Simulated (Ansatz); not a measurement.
## Single-point calculation, with input and output: CoO (part 2 of 2)

CoO (16 atoms in the cell); DFT, PBE, plane waves, PAW, spin-polarised (Ansatz 0.2.0); cutoff 420 eV, 1×1×8 k-mesh, Gaussian smearing of 0.05 eV, collinear spins. The structure derives from an entry of the Crystallography Open Database. The settings are looser than a standard set-up, so the numbers are not reference values.

Geometry of the input (Å; fractional positions):
```
12.5000  0.0000  0.0000
0.0000  12.3000  0.0000
0.0000  0.0000  6.5573
Co 0.5693  0.5000  -0.0139
O  0.2807  0.5000  0.9410
Co 0.4307  0.5000  0.3473
O  0.7193  0.5000  0.3923
Co 0.3897  0.4089  -0.0167
Co 0.6103  0.4089  0.3501
Co 0.5000  0.5965  0.6667
O  0.5000  0.3824  0.1667
O  0.3868  0.6066  0.5148
O  0.6132  0.6066  0.8186
Co 0.3897  0.5911  -0.0167
Co 0.6103  0.5911  0.3501
Co 0.5000  0.4035  0.6667
O  0.5000  0.6176  0.1667
O  0.3868  0.3934  0.5148
O  0.6132  0.3934  0.8186
```

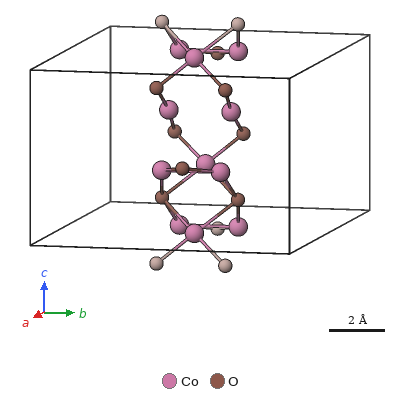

Fig. 1: The structure (ball-and-stick view of the cell of the calculation, with the vacuum cut short, seen slightly off an axis; neighbours outside the cell are drawn fainter). An atom can appear more than once, as a periodic image.

```
SCF converged after 23 iterations
an eigenvalue changed by more than its tolerance at an iteration that met the thresholds in force, so the SCF went on 1 time: the last check found none over its tolerance
Magnetization: 17.2504 μB (100.6252 up, 83.3748 down)
Absolute magnetization: 17.8143 μB (∫|ρ↑−ρ↓|, with the PAW one-centre terms)
Spin contamination: 0.1395 ħ² per cell (⟨S²⟩ above its minimum at these occupations)
Per-site moments (μB) at R_I (Å): [(1.1584650308932545, 0.7411437265028591), (0.38835777060196336, 0.7366359880194032), (1.1584650308932545, 0.7411437265028591), (0.38835777060196286, 0.7366359880194028), (1.9443322367629876, 0.7366359880194032), (1.9443322367629883, 0.7366359880194028), (1.4957833896063604, 0.7158041218460571), (0.1682398136860823, 0.7666561515058885), (0.2627513660488141, 0.7158041218460571), (0.26275136604881505, 0.7158041218460575), (1.944332236762989, 0.7366359880194032), (1.9443322367629883, 0.7366359880194028), (1.4957833896063608, 0.7158041218460571), (0.16823981368608235, 0.7666561515058885), (0.26275136604881416, 0.7158041218460571), (0.2627513660488151, 0.7158041218460575)]
Free energy (F): -45532.462125 eV
Harris-Foulkes:  -45532.462118 eV  (|F-HF|=6.73e-6)
Internal energy: -45532.460936 eV  (E = F + TS)
E sigma→0 (E₀):  -45532.461531 eV
Entropy (-TS):   -0.001188 eV (-0.074 meV/atom)
Fermi energy:    -2.781225 eV
--- Per-component energies (eV) ---
  E_band       = -5480.054953
  E_kinetic    = 4978.110993
  E_local      = -124647.931116  (includes V_loc(G=0)·N_el)
  E_nonlocal   = 4043.404140
  E_hartree    = 58348.612586
  E_xc         = -1837.915788
  E_vxc        = -2361.283732  (∫ρ·V_xc dr)
  E_paw        = -13384.761751  (= ΣΔE_a)
  E_vpaw       = -4189.597773  (= ΣTr[D̂ρ^β])
  E_aug_tail   = 0.019486  (compensation charges beyond the density's cutoff)
  E_ewald      = 26968.000512
  E_smearing   = -0.001188  (= −TS)
  E_closure    = 0.000000  (closes the sum)
  Σ components = -45532.462125   (vs F -45532.462125, Δ=0.00e0)
--- Forces (eV/Å), atoms counted from 1 ---
  atom   1  Co    -0.01424865     0.00000000    -0.00510206
  atom   2  O      0.00034011     0.00000000    -0.00373850
  atom   3  Co     0.01424865     0.00000000     0.00510206
  atom   4  O     -0.00034011     0.00000000     0.00373850
  atom   5  Co     0.00399497     0.00615626     0.00126865
  atom   6  Co    -0.00399497     0.00615626    -0.00126865
  atom   7  Co     0.00000000     0.00208805     0.00000000
  atom   8  O      0.00000000     0.00356045     0.00000000
  atom   9  O     -0.00529259    -0.00120818     0.00187668
  atom  10  O      0.00529259    -0.00120818    -0.00187668
  atom  11  Co     0.00399497    -0.00615626     0.00126865
  atom  12  Co    -0.00399497    -0.00615626    -0.00126865
  atom  13  Co     0.00000000    -0.00208805     0.00000000
  atom  14  O      0.00000000    -0.00356045     0.00000000
  atom  15  O     -0.00529259     0.00120818     0.00187668
  atom  16  O      0.00529259     0.00120818    -0.00187668
  max |Σ_I F_I| component: 1.73e-18 eV/Å
--- Stress (GPa, compression-positive) ---
        0.003822       0.000000      -0.001006
        0.000000      -0.004025       0.000000
       -0.000948       0.000000      -0.005902
  P = ⅓ Tr σ = -0.0020 GPa (-0.020 kbar)
--- Band table (eV; the first three rows and the last of 10) ---
  k-point 0 ↑: bands = ["-99.6032", "-99.6030", "-99.5698", "-99.5696", "-99.3864", "-99.3705", "-99.0347", "-99.0339", "-63.4846", "-63.4842", "-63.3842", "-63.3838", "-63.2270", "-63.2125", "-62.7126", "-62.7115", "-62.6326", "-62.6279", "-62.5536", "-62.5437", "-62.4705", "-62.4697", "-62.4402", "-62.4223", "-62.4177", "-62.3831", "-62.3814", "-62.3257", "-62.3129", "-62.2984", "-62.0632", "-62.0624", "-22.4019", "-21.9731", "-21.4684", "-21.2240", "-21.1691", "-20.9582", "-20.9290", "-20.7954", "-9.7201", "-9.6495", "-9.3374", "-9.0203", "-8.6766", "-8.6698", "-8.6069", "-8.5033", "-8.4084", "-8.2680", "-8.0621", "-8.0580", "-7.7806", "-7.6508", "-7.5353", "-7.4298", "-7.3740", "-7.3395", "-7.2046", "-7.0700", "-7.0145", "-6.9513", "-6.6665", "-6.6481", "-6.4887", "-6.2989", "-6.1680", "-6.1167", "-6.1023", "-6.0598", "-5.9266", "-5.4900", "-5.4599", "-5.1735", "-5.1688", "-5.1407", "-5.1381", "-4.9676", "-4.8250", "-4.7799", "-4.7184", "-4.6955", "-4.5728", "-4.5681", "-4.5480", "-4.4743", "-4.3468", "-4.3220", "-4.1829", "-4.1381", "-4.0910", "-3.8745", "-3.7682", "-3.6843", "-3.5254", "-3.5107", "-3.3885", "-3.3463", "-3.3112", "-3.2057", "-3.1026", "-2.7122", "-1.6528", "-1.4710", "-0.1945", "0.5524", "0.6063", "1.4052", "1.4123", "1.6096", "2.3186", "2.5885", "2.8085", "3.0331", "3.3681", "3.4087", "3.7398", "3.9000", "3.9169", "4.1320", "4.3087", "4.7095", "4.8054", "5.2332", "5.4403", "5.5195"]
  k-point 1 ↑: bands = ["-99.6032", "-99.6030", "-99.5698", "-99.5696", "-99.3864", "-99.3705", "-99.0347", "-99.0339", "-63.4846", "-63.4841", "-63.3844", "-63.3837", "-63.2270", "-63.2125", "-62.7131", "-62.7111", "-62.6328", "-62.6276", "-62.5537", "-62.5437", "-62.4709", "-62.4695", "-62.4400", "-62.4222", "-62.4177", "-62.3855", "-62.3789", "-62.3259", "-62.3129", "-62.2984", "-62.0632", "-62.0624", "-22.3950", "-21.9720", "-21.4955", "-21.2267", "-21.1525", "-20.9583", "-20.9252", "-20.7939", "-9.7197", "-9.6543", "-9.3521", "-9.1145", "-8.6707", "-8.6538", "-8.5877", "-8.4921", "-8.2775", "-8.2498", "-8.0654", "-8.0445", "-7.8622", "-7.6511", "-7.5615", "-7.4392", "-7.3452", "-7.3299", "-7.1834", "-7.0691", "-7.0284", "-6.9290", "-6.7018", "-6.6704", "-6.4767", "-6.3091", "-6.1630", "-6.1172", "-6.0781", "-6.0708", "-5.9348", "-5.5232", "-5.4047", "-5.3067", "-5.2692", "-5.1353", "-5.0201", "-4.9702", "-4.8625", "-4.7787", "-4.7301", "-4.6612", "-4.5922", "-4.5232", "-4.4854", "-4.4439", "-4.3093", "-4.3058", "-4.1946", "-4.1532", "-4.0841", "-3.8860", "-3.7930", "-3.7050", "-3.5207", "-3.5104", "-3.4056", "-3.3510", "-3.3430", "-3.1296", "-3.0611", "-2.6988", "-1.6475", "-1.4722", "-0.1669", "0.5022", "0.6213", "1.4074", "1.4179", "1.5486", "2.2482", "2.5096", "2.9004", "3.0027", "3.2857", "3.4182", "3.7175", "3.9888", "3.9900", "4.2182", "4.2860", "4.6074", "4.8565", "5.0105", "5.1202", "5.4619"]
  k-point 2 ↑: bands = ["-99.6032", "-99.6030", "-99.5698", "-99.5696", "-99.3864", "-99.3705", "-99.0347", "-99.0339", "-63.4847", "-63.4840", "-63.3846", "-63.3835", "-63.2270", "-63.2124", "-62.7138", "-62.7105", "-62.6331", "-62.6271", "-62.5539", "-62.5435", "-62.4716", "-62.4694", "-62.4396", "-62.4220", "-62.4176", "-62.3881", "-62.3759", "-62.3264", "-62.3128", "-62.2984", "-62.0632", "-62.0625", "-22.3775", "-21.9694", "-21.5528", "-21.2329", "-21.1220", "-20.9588", "-20.9148", "-20.7903", "-9.7186", "-9.6655", "-9.3848", "-9.2651", "-8.6651", "-8.6379", "-8.5407", "-8.4235", "-8.2113", "-8.0873", "-8.0625", "-8.0074", "-7.9553", "-7.6641", "-7.6333", "-7.4463", "-7.3705", "-7.2663", "-7.1440", "-7.0727", "-7.0460", "-6.8716", "-6.7680", "-6.7290", "-6.4486", "-6.3675", "-6.1887", "-6.1276", "-6.1122", "-5.9767", "-5.9351", "-5.5159", "-5.4739", "-5.4503", "-5.3159", "-5.1300", "-4.9998", "-4.9712", "-4.8329", "-4.8263", "-4.7081", "-4.6265", "-4.5133", "-4.4972", "-4.4166", "-4.4110", "-4.2922", "-4.2029", "-4.1981", "-4.1777", "-4.0586", "-3.9215", "-3.8459", "-3.7712", "-3.5348", "-3.4987", "-3.4652", "-3.3623", "-3.3166", "-3.1133", "-2.8523", "-2.6649", "-1.6365", "-1.4745", "-0.1432", "0.4240", "0.6473", "1.3434", "1.4266", "1.4967", "2.0345", "2.3986", "2.9825", "3.1086", "3.1563", "3.3881", "3.6963", "4.1092", "4.1634", "4.2570", "4.3127", "4.5074", "4.7377", "4.7574", "4.8326", "5.2002"]
  k-point 4 ↓: bands = ["-97.5316", "-97.5309", "-97.4004", "-97.3841", "-97.0472", "-97.0472", "-97.0120", "-97.0119", "-61.2675", "-61.2532", "-61.0871", "-61.0832", "-61.0153", "-61.0031", "-60.6776", "-60.6756", "-60.5717", "-60.5695", "-60.5150", "-60.4717", "-60.4386", "-60.4342", "-60.4093", "-60.3641", "-60.3354", "-60.3209", "-60.2416", "-60.2402", "-60.2263", "-60.2226", "-60.1273", "-60.1253", "-22.0269", "-21.6410", "-21.1505", "-20.7488", "-20.5882", "-20.2790", "-20.2345", "-20.1947", "-9.2935", "-9.1204", "-8.8926", "-8.8120", "-8.0970", "-7.9580", "-7.9148", "-7.6597", "-7.4843", "-7.2367", "-7.2011", "-7.0639", "-6.7937", "-6.7816", "-6.7664", "-6.5173", "-6.4818", "-6.4687", "-6.2924", "-6.2581", "-6.1273", "-6.0354", "-5.7495", "-5.5907", "-5.2331", "-5.2145", "-5.0877", "-4.6679", "-4.6223", "-4.4949", "-4.2448", "-4.2022", "-3.7524", "-3.6668", "-3.5745", "-3.5206", "-3.4605", "-3.3396", "-3.2878", "-3.1500", "-3.1384", "-3.1080", "-2.9994", "-2.6817", "-2.6186", "-2.5124", "-2.5006", "-2.4202", "-2.3848", "-2.2591", "-2.1754", "-2.1742", "-2.1617", "-1.9962", "-1.9068", "-1.8321", "-1.7786", "-1.7406", "-1.5278", "-1.4624", "-1.3250", "-1.0461", "-0.6112", "-0.5213", "0.4545", "1.1851", "1.3493", "1.4414", "2.0774", "2.1172", "2.5624", "2.5983", "3.4318", "3.4592", "3.5042", "3.5242", "3.8644", "3.9183", "4.3926", "4.4127", "4.4914", "4.5940", "4.9798", "5.0211", "5.0612", "5.1336"]
```
